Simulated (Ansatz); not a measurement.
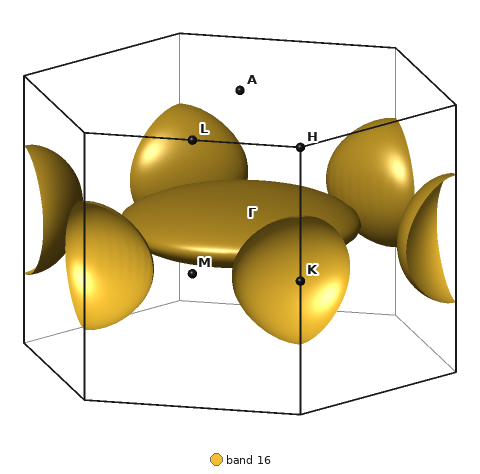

Constant-energy surfaces of SrO (P6_3mc), 0.20 eV below the valence-band maximum (one colour a band).

The calculation used Ansatz, DFT PBE, scalar-relativistic, plane waves, PAW; levels and slopes on a dense k mesh at the converged density. No spin polarisation. Mesh 30×30×22, interpolated with the band slopes. The geometry was not relaxed. The cell comes from a database of computed structures, not from a measurement.

Masses come from a second pass at points close to the extrema; at the energies drawn a band may no longer be parabolic.

Describe the band extrema that these surfaces surround.

Answer. Band 16 forms the valence edge. Within this energy: one maximum at Γ, principal masses 0.34, 3.87 and 3.87 mₑ; two equivalent maxima at K, 0.07 eV below the edge, principal masses 1.86, 1.87 and 1.89 mₑ.

Spin-orbit coupling, left out here, can change the gap, its kind, the place of the band edges and the masses, since the compound holds Sr.
